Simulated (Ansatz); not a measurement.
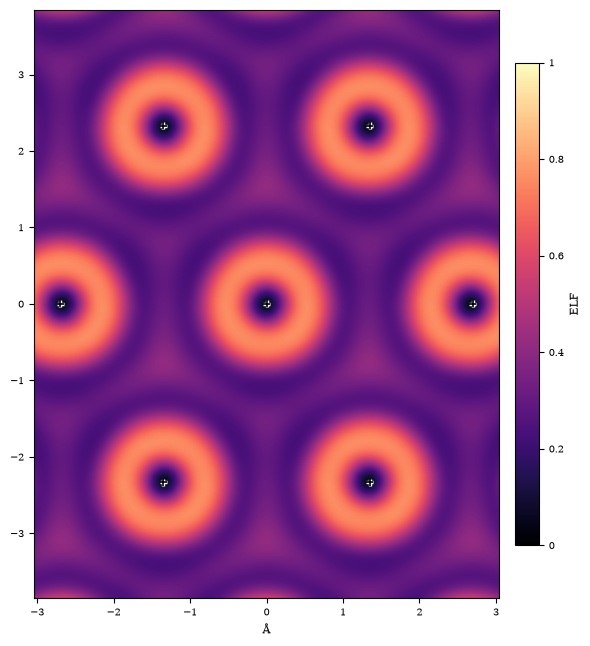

The ELF on a plane through atoms (crosses mark nuclei in the plane).

Theory: Kohn-Sham DFT of a periodic cell, PBE, Ansatz PAW in Ansatz.

Candidates:
A. SiO2, a = 5.25 Å, b = 9.55 Å, c = 8.88 Å, α = 90.00°, β = 90.00°, γ = 90.00°. Space group Imma; a structure from a database of computed crystals, not necessarily the ambient phase; not relaxed (largest force 0.3 eV/Å); computed pressure about 3 GPa in this cell.
B. SrVO3, a = 3.84 Å, b = 3.84 Å, c = 3.80 Å, α = 90.00°, β = 90.00°, γ = 90.00°. Space group P4/mmm; computed pressure about 5 GPa in this cell; spin-polarised.
C. Tc, a = 2.69 Å, b = 2.69 Å, c = 8.67 Å, α = 90.00°, β = 90.00°, γ = 120.00°. Space group P6₃/mmc; a structure from a database of computed crystals, not necessarily the ambient phase; computed pressure about 20 GPa in this cell.

Which candidate gave the map?

Candidate C: Tc on the (001) plane of the conventional cell, which holds Tc. Tc–Tc (2.69 Å): the ELF is about 0.30 at the midpoint.
